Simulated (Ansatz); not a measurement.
Density-of-states calculation, with input and output: AlN

The run: density-of-states calculation of AlN (P6₃mc, 4 atoms in the cell). Method and program: DFT PBE0 form with exact-exchange fraction 0.5, scalar-relativistic, plane waves, PAW, no spin polarisation (Ansatz 0.2.0).

The structure derives from an entry of the Crystallography Open Database. Figures and captions count atoms from 1; the log counts them from 0 in places.

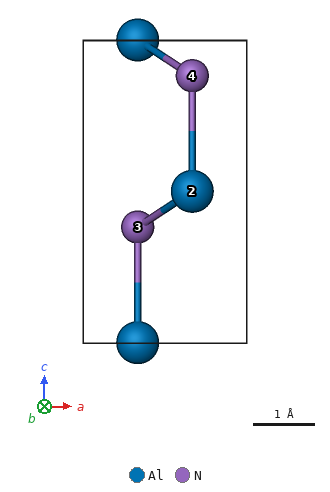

Figure 1. The structure as given in the input (ball-and-stick view of the cell of the calculation, along the b axis; atoms are numbered from 1 in the order of the input). An atom can appear more than once, as a periodic image.

## Summary

| quantity | value |
| --- | --- |
| outcome | converged |
| space group (tolerance 0.01 Å) | P6₃mc (186) |
| electrons treated | 16 |
| free energy | −1851.4089 eV |
| Fermi energy | 8.756 eV |
| gap on the k-point mesh | 8.48 eV |
| pressure | −6.29 GPa |
| largest force (length of the vector) | 0.004 eV/Å |
| hardware | 4 threads of Arm Neoverse V2, 24 GiB of memory available, shared host |
| wall time | 9.2 s (CPU time 32 s) |
| peak memory | 0.94 GiB |

## Notes

The program warns: the exchange loop's threshold is looser than advised for the stress; the SCF threshold is looser than advised for the printed stress. The cell is under a tension of 6.3 GPa at this level, so it is not at its equilibrium volume.

## The input
```yaml
crystal:
  lattice:
    - [3.110760629, 0.0, 0.0]
    - [-1.5553803145, 2.6939977298, 0.0]
    - [0.0, 0.0, 4.9787706144]
  atoms:
    - { symbol: Al, position: [0.3333333333, 0.6666666667, 0.0015708995] }
    - { symbol: Al, position: [0.6666666667, 0.3333333333, 0.5015708995] }
    - { symbol: "N", position: [0.3333333333, 0.6666666667, 0.3834291005] }
    - { symbol: "N", position: [0.6666666667, 0.3333333333, 0.8834291005] }
basis:
  ecutwfc: 420
  ecutrho_ratio: 4
kpoints:
  mp_grid: { grid: [6, 6, 4] }
hamiltonian:
  xc: { exchange: pbe, correlation: pbe, exx: { coeff: 0.5 } }
scf:
  occupations: { method: gaussian, width: 0.05 }
  n_extra_bands: 11
output:
  forces: true
  stress: true
  eigenvalues: true
  populations: true
  dos: { projected: true, de: 0.02 }
  write_density: true
  write_potential: true
  elf: true
  volumetric_format: npy
```

Launch command:
```bash
ansatz run input.yaml --threads 4 --pin off --max-ram 8192MiB --backend cpu --events-out ev --progress --plain --runs-dir out
```

## Output
```
Warning: output.stress: scf.convergence.dr2_threshold = 1e-7 eV (the SCF's general default) is looser than the 4e-10 eV advised for a printed stress (1e-10 eV for each atom of the cell: 4). What an SCF threshold leaves in a stress goes as its square root, and in the free energy as the threshold itself, and one threshold admits the most on a small cell: of the crystals measured, under no hybrid functional and no lock of the moments, on runs that ended without the residual-converged pass, on stresses that held no estimate of that error, the worst erred by over 100 MPa in a component at 1e-7 eV an atom and by under 5 at 1e-10. Set scf.convergence.dr2_threshold to 4e-10 eV or tighter. The threshold is an SCF's pass mark: one that does not reach it within its budget of iterations ends unconverged, or closes short of it on a stop that the run arms, and scf.convergence.dr2_threshold's page says what that costs each kind of run
Warning: output.stress: scf.exx.energy_threshold = 1e-6 eV is looser than the 4e-8 eV advised for a stress under a hybrid functional (1e-8 eV for each atom of the cell: 4). Every SCF of the exchange loop can meet its threshold on dr2 while the loop round them stops early: no threshold on dr2 bounds what that leaves in the stress. Set scf.exx.energy_threshold to 4e-8 eV or tighter. The threshold is the loop's pass mark: a loop that does not reach it within its budget of cycles ends unconverged, and scf.exx.energy_threshold's page has the law
scf.n_extra_bands = 11 over 8 filled bands (N_el = 16.0): the run solves 19 bands
Engine: ansatz 0.2.0, aarch64-unknown-linux-gnu
Pseudopotentials: kind: paw
Pseudopotential: Al, paw, valence charge 3, recommended cutoff 420 eV (normal), Al.paw.azcp
Pseudopotential: N, paw, valence charge 5, recommended cutoff 420 eV (normal), N.paw.azcp
Functional definition: unnamed
  parameter a_1 = 0.5
  exchange = (1 - a_1)*pbe_x + a_1*exact_x
  correlation = pbe_c
Crystal: 4 atoms, lattice volume = 41.724 Å³
Basis set: ecut = 420 eV, 809 PW (Γ), exchange–correlation on 48×48×72 points (8 copies of the dense FFT grid, shifted against one another)
Bands: 19, of which v1, the nominal top of the filled ones, is band 8 counted from 1 (7 counted from 0)
Symmetry: 12 space group operations
Space group: P63mc (ITA 186), of the structure as read, at distance tolerance 3.5e-5 Å
k-points: 21 of 144 (time reversal used)
Non-local potential: Al, projectors of the file, l = 0: 2, l = 1: 2, l = 2: 1
Non-local potential: N, projectors of the file, l = 0: 2, l = 1: 2, l = 2: 1
PAW form: soft (Blöchl's): semilocal exchange-correlation on the pseudo side does not see the compensation charge
PAW frozen core: Al, regenerated for the run's functional, and the local potential with it (the file was generated under x = pbe(κ = 0.804, μ = 0.2195149727645171), c = pbe(β = 0.06672455060314922))
PAW frozen core: N, regenerated for the run's functional, and the local potential with it (the file was generated under x = pbe(κ = 0.804, μ = 0.2195149727645171), c = pbe(β = 0.06672455060314922))
PAW one-centre angular grid: Al, 110 points (default); XC on 64 Gauss nodes
PAW one-centre angular grid: N, 110 points (default); XC on 64 Gauss nodes
Initial density: superposition of atomic densities (neutral atoms: chi_scale 0, normalization atom), corrected by the library's trained network
Initial wavefunctions: pseudopotential atomic-orbital guess
Functional: x = pbe(κ = 0.804, μ = 0.2195149727645171), c = pbe(β = 0.06672455060314922), warm-up for x = 0.5 pbe(κ = 0.804, μ = 0.2195149727645171) + 0.5 exact, c = pbe(β = 0.06672455060314922)
SCF iter   1: F=—  HF=-1848.474854 eV  |F-HF|=—  |Δ(HF+E_count)|=         —  Δρ=9.57e-4  dr2=2.37e-4  ethr=1.77e-3  ⟨swp⟩=2.0  Hψ=2856  notcnv=0
preconditioner: auto → none  [insulator: Δε(μ)=4.199 eV  Ē_g=17.207 eV  σ=0.050 eV  W_gap=1.00  n_scr=2 (ndim 8)  ℏωp=23.0 eV  f_vac=0.000  D(μ)=0.00/eV (n_scr^D=0)]
SCF iter   2: F=-1848.475011 eV  HF=-1848.474964 eV  |F-HF|=4.68e-5  |Δ(HF+E_count)|=   1.10e-4  Δρ=4.55e-4  dr2=4.64e-5  ethr=1.48e-6  ⟨swp⟩=3.2  Hψ=660  notcnv=0  defer=12
SCF 1 stopped early in 2 iterations: F = -1848.475011 eV  dr2 = 4.64e-5
  greatest PAW one-centre occupation: 0.788 electrons in one spin orbital (limit 2), on the N atom at site 3 (counted from 0), in its partial waves of l = 0
Initial density: handed on by an earlier stage of this run
Initial wavefunctions: those handed on with the density
Functional: x = 0.5 pbe(κ = 0.804, μ = 0.2195149727645171) + 0.5 exact, c = pbe(β = 0.06672455060314922)
Frozen-core exchange: fock
SCF iter   1: F=—  HF=-1851.378457 eV  |F-HF|=—  |Δ(HF+E_count)|=         —  Δρ=1.11e-2  dr2=2.36e-2  ethr=2.90e-6  ⟨swp⟩=7.6  Hψ=2093  notcnv=0
preconditioner: auto → none  [insulator: Δε(μ)=8.253 eV  Ē_g=23.207 eV  σ=0.050 eV  W_gap=1.00  n_scr=2 (ndim 8)  ℏωp=23.0 eV  f_vac=0.000  D(μ)=0.00/eV (n_scr^D=0)]
SCF iter   2: F=—  HF=-1851.366452 eV  |F-HF|=—  |Δ(HF+E_count)|=   1.20e-2  Δρ=4.85e-3  dr2=6.37e-3  ethr=2.90e-6  ⟨swp⟩=3.2  Hψ=950  notcnv=0
iter 3 solved again at ethr=3.29e-8 eV; its pass at ethr=2.90e-6 eV (dr2=5.27e-6 eV) is discarded
SCF iter   3: F=—  HF=-1851.363561 eV  |F-HF|=—  |Δ(HF+E_count)|=   2.89e-3  Δρ=1.36e-4  dr2=9.03e-3  ethr=3.29e-8  ⟨swp⟩=3.2  Hψ=1665  notcnv=0
SCF iter   4: F=—  HF=-1851.407213 eV  |F-HF|=—  |Δ(HF+E_count)|=   4.37e-2  Δρ=1.84e-3  dr2=1.90e-3  ethr=3.29e-8  ⟨swp⟩=5.0  Hψ=1575  notcnv=0
SCF iter   5: F=—  HF=-1851.408737 eV  |F-HF|=—  |Δ(HF+E_count)|=   1.52e-3  Δρ=5.60e-4  dr2=1.70e-4  ethr=3.29e-8  ⟨swp⟩=4.9  Hψ=1125  notcnv=0
SCF iter   6: F=-1851.408757 eV  HF=-1851.408759 eV  |F-HF|=2.33e-6  |Δ(HF+E_count)|=   2.24e-5  Δρ=1.81e-4  dr2=1.00e-5  ethr=3.29e-8  ⟨swp⟩=4.2  Hψ=918  notcnv=0  defer=1
SCF 2 stopped early in 6 iterations: F = -1851.408757 eV  dr2 = 1.00e-5
  Residual-converged pass: ⟨swp⟩=3.0  Hψ=736  notcnv=0  max |occ|·‖R‖ = 4.5e-6 eV (tolerance 6.7e-6 eV)  dr2=1.01e-5  dr2_onsite=2.49e-6  max |Δocc| = 0.0e0
hybrid outer 1: dexx = +5.508e-2 eV, tail = 1.40e-4 eV
Frozen-core exchange: fock
SCF iter   1: F=—  HF=-1851.408925 eV  |F-HF|=—  |Δ(HF+E_count)|=         —  Δρ=1.80e-4  dr2=8.95e-6  ethr=4.37e-6  ⟨swp⟩=3.4  Hψ=884  notcnv=0
preconditioner: auto → none  [insulator: Δε(μ)=8.479 eV  Ē_g=23.229 eV  σ=0.050 eV  W_gap=1.00  n_scr=2 (ndim 8)  ℏωp=23.0 eV  f_vac=0.000  D(μ)=0.00/eV (n_scr^D=0)]
SCF iter   2: F=—  HF=-1851.408924 eV  |F-HF|=—  |Δ(HF+E_count)|=   9.24e-7  Δρ=3.52e-5  dr2=3.19e-7  ethr=5.18e-8  ⟨swp⟩=3.1  Hψ=689  notcnv=0  defer=1
SCF iter   3: F=—  HF=-1851.408925 eV  |F-HF|=—  |Δ(HF+E_count)|=   9.84e-7  Δρ=3.64e-5  dr2=4.77e-7  ethr=1.00e-9  ⟨swp⟩=4.2  Hψ=1004  notcnv=0  defer=1
SCF iter   4: F=—  HF=-1851.408925 eV  |F-HF|=—  |Δ(HF+E_count)|=   1.72e-7  Δρ=1.21e-5  dr2=3.25e-8  ethr=1.00e-9  ⟨swp⟩=3.4  Hψ=735  notcnv=0  defer=3
SCF iter   5: F=-1851.408925 eV  HF=-1851.408925 eV  |F-HF|=1.04e-9  |Δ(HF+E_count)|=  3.14e-10  Δρ=2.52e-6  dr2=1.90e-9  ethr=1.62e-10  ⟨swp⟩=3.9  Hψ=838  notcnv=0  defer=4
SCF 3 converged in 5 iterations: F = -1851.408925 eV  dr2 = 1.90e-9
  Residual-converged pass: ⟨swp⟩=3.0  Hψ=733  notcnv=0  max |occ|·‖R‖ = 5.4e-7 eV (tolerance 6.3e-7 eV)  dr2=1.87e-9  dr2_onsite=2.84e-10  max |Δocc| = 0.0e0
hybrid outer 2: dexx = +3.337e-6 eV, tail = 1.32e-7 eV, Δε = 4.48e-3 eV (about 1.68e-4 eV left of the loop's levels), ΔF = 1.46e-3 eV/Å (tail 7.38e-4)
Frozen-core exchange: fock
SCF iter   1: F=—  HF=-1851.408926 eV  |F-HF|=—  |Δ(HF+E_count)|=         —  Δρ=1.44e-5  dr2=5.08e-8  ethr=4.13e-9  ⟨swp⟩=5.2  Hψ=1061  notcnv=0
preconditioner: auto → none  [insulator: Δε(μ)=8.479 eV  Ē_g=23.230 eV  σ=0.050 eV  W_gap=1.00  n_scr=2 (ndim 8)  ℏωp=23.0 eV  f_vac=0.000  D(μ)=0.00/eV (n_scr^D=0)]
SCF iter   2: F=-1851.408926 eV  HF=-1851.408926 eV  |F-HF|=1.48e-9  |Δ(HF+E_count)|=   1.66e-8  Δρ=4.31e-6  dr2=3.21e-9  ethr=3.04e-10  ⟨swp⟩=2.4  Hψ=581  notcnv=0  defer=3
SCF 4 converged in 2 iterations: F = -1851.408926 eV  dr2 = 3.21e-9
  Residual-converged pass: ⟨swp⟩=3.0  Hψ=735  notcnv=0  max |occ|·‖R‖ = 6.8e-7 eV (tolerance 1.0e-6 eV)  dr2=3.31e-9  dr2_onsite=3.23e-10  max |Δocc| = 0.0e0
```

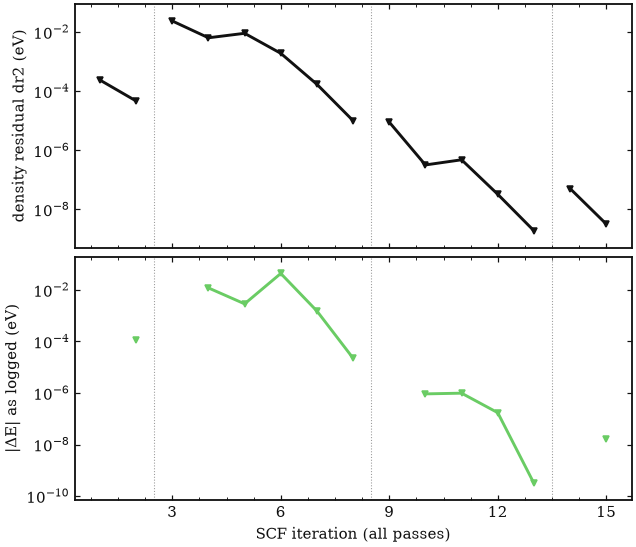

Figure 2. Convergence of the self-consistent field: density residual dr2 and size of the energy change against the SCF iteration. The run starts with a semilocal functional; after that each stretch between dotted lines is one SCF of the hybrid functional between two exact rebuilds of the exchange operator by the outer loop. Early passes are stopped at a loose threshold. The passes take 2, 6, 5 and 2 iterations.

```
hybrid outer 3: dexx = +8.179e-9 eV, tail = 7.22e-9 eV, Δε = 5.03e-5 eV (about 1.34e-5 eV left of the loop's levels), ΔF = 5.62e-6 eV/Å (tail 1.68e-4)
hybrid SCF converged: 3 outer / 13 inner (+2 warm-up), last move |dexx| = 8.18e-9 eV, tail = 7.22e-9 eV
Stability not checked: this state was not tested for a lower state beside it, because the functional holds exact exchange (a hybrid, or Hartree-Fock), whose exchange loop this test does not read (fock_operator; see scf.lower_state_search)
Free energy (F): -1851.408926 eV
Frozen-core exchange: fock
Harris-Foulkes:  -1851.408926 eV  (|F-HF|=1.48e-9)
Internal energy: -1851.408926 eV  (E = F + TS)
E sigma→0 (E₀):  -1851.408926 eV
Fermi energy:    8.755966 eV
--- Per-component energies (eV) ---
  E_band       = -28.113186
  E_kinetic    = 321.265343
  E_local      = -446.721101  (includes V_loc(G=0)·N_el)
  E_nonlocal   = 106.329207
  E_hartree    = 156.870002
  E_xc         = -111.985982
  E_vxc        = -119.190327  (∫ρ·V_xc dr)
  E_exx        = -85.302424  (= α·E_x^exact, valence–valence)
  E_paw        = -1199.560703  (= ΣΔE_a)
  E_vpaw       = -32.932408  (= ΣTr[D̂ρ^β])
  E_aug_tail   = 0.000191  (compensation charges beyond the density's cutoff)
  E_ewald      = -592.042238
  E_core_change = -0.261227  (= ΣΔE_core)
  E_smearing   = -0.000000  (= −TS)
  E_closure    = 0.000007  (closes the sum)
  Σ components = -1851.408926   (vs F -1851.408926, Δ=2.27e-13)
--- Forces (eV/Å), atoms counted from 1 ---
  atom   1  Al    -0.00000000    -0.00000000    -0.00394053
  atom   2  Al    -0.00000000     0.00000000    -0.00394053
  atom   3  N     -0.00000000     0.00000000     0.00392368
  atom   4  N      0.00000000    -0.00000000     0.00392368
  max |Σ_I F_I| component: 3.37e-5 eV/Å
--- Stress (GPa, compression-positive) ---
       -6.318954       0.000000       0.000000
        0.000000      -6.318954       0.000000
        0.000000       0.000000      -6.227189
  P = ⅓ Tr σ = -6.2884 GPa (-62.884 kbar)
--- Band table (eV; the first three rows and the last of 21) ---
  k-point 0: bands = ["-13.6752", "-11.2694", "-2.4881", "3.4642", "3.4642", "4.2518", "4.2518", "4.5163", "12.9956", "15.7218", "20.3839", "20.5005", "20.5005", "22.6659", "22.7745", "22.7745", "24.0072", "24.0072", "24.2177"]
  k-point 1: bands = ["-13.4065", "-11.7466", "-1.5555", "3.1762", "3.5724", "3.5724", "4.1284", "4.1284", "14.0368", "15.8630", "19.9283", "20.4513", "20.4513", "21.2000", "21.8893", "21.8893", "25.1211", "25.1211", "25.6285"]
  k-point 2: bands = ["-12.6711", "-12.6711", "0.6578", "0.6578", "3.8429", "3.8429", "3.8429", "3.8429", "15.5331", "15.5331", "19.8055", "19.8055", "20.8344", "20.8344", "20.8344", "20.8344", "27.6542", "27.6542", "27.7182"]
  k-point 20: bands = ["-10.8264", "-10.8264", "-1.1262", "-1.1262", "0.0175", "0.0175", "3.5653", "3.5653", "16.4400", "16.4400", "16.9127", "16.9127", "21.9939", "21.9939", "23.2256", "23.2256", "26.0663", "26.0663", "28.2826"]
--- Löwdin populations: 4 sites ---
  site symbol       q [e]
     0     Al      1.8326
     1     Al      1.8326
     2      N      6.0913
     3      N      6.0913
  spilling = 0.009511 (of n_electrons = 16.000000)
```

## File populations.tsv
```
# site	symbol	l	j	q
# orbitals = lowdin
# n_electrons = 16.000000
# spilling = 0.009511
0	Al	0_3S	-	0.526301
0	Al	1_3P	-	1.306282
1	Al	0_3S	-	0.526301
1	Al	1_3P	-	1.306282
2	N	0_2S	-	1.387187
2	N	1_2P	-	4.704144
3	N	0_2S	-	1.387187
3	N	1_2P	-	4.704144
```

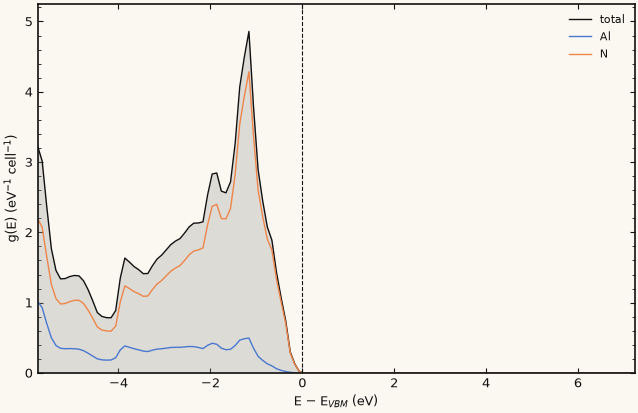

Figure 3. Density of states (projected on Löwdin-orthogonalised atomic shells), with energies from the valence-band top. There is a gap of 8.48 eV on the k-point mesh.

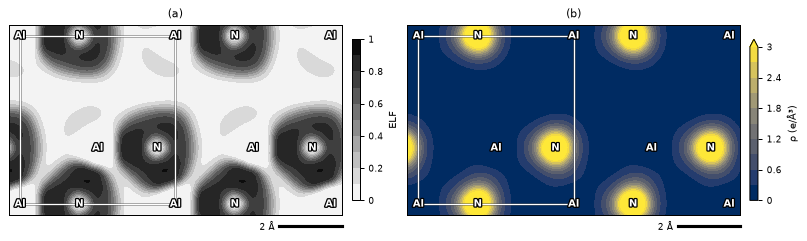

Figure 4. (a) electron localisation function; (b) valence electron density on the (110) plane of the conventional cell. The section cuts through Al and N sites. Al–N (1.89 Å): ρ is about 0.7 e/Å³ halfway; the ELF peaks at about 0.90 between the atoms (a shared but strongly polarised pair). Away from the nuclei the density in this plane falls to 0.04 e/Å³ at its lowest. Core electrons are frozen (PAW), so the fields are smoothed inside the atomic spheres.

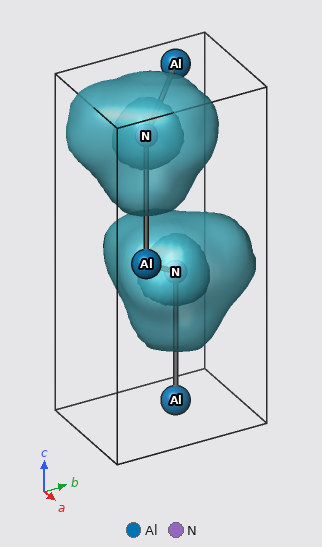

Figure 5. Isosurface of the ELF at 0.75 (cyan), seen slightly off an axis. Only the valence region is drawn (cores and ρ < 0.01 e/Å³ removed). Sticks mark near contacts. The outline is the cell set on symmetry axes. Profiles from the grid: Al–N (1.89 Å): the ELF is about 0.90 at the midpoint.
